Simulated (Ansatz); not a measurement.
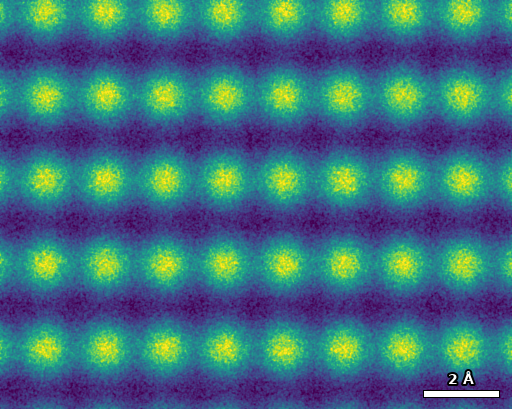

Dark-field STEM-like image of Co. The image is simulated as a sum over atoms of Z^1.7, blurred by a 1.09 Å probe (no channelling). The probe carries 15 % of its weight in a tail 2.5 times as wide. The display is stretched by a gamma of 0.8; percentages refer to the linear signal. Shot noise was added.

### Measure the repeat of the pattern.

The pattern repeats on a rectangular net of 1.6 × 2.3 Å.

### Which plane group does this projection have?

p2mm: mirror lines in two perpendicular directions, with twofold points where they cross.

### How many columns does the smallest repeating cell hold, and how many levels of brightness?

1 column in the primitive cell of 3.8 Å², all of one brightness.

The crystal is Co (Pm-3m, No. 221) seen along [110]. Structure: the geometry given to an electronic-structure calculation, possibly off equilibrium; the starting structure was generated, so it need not be a known form of this composition.
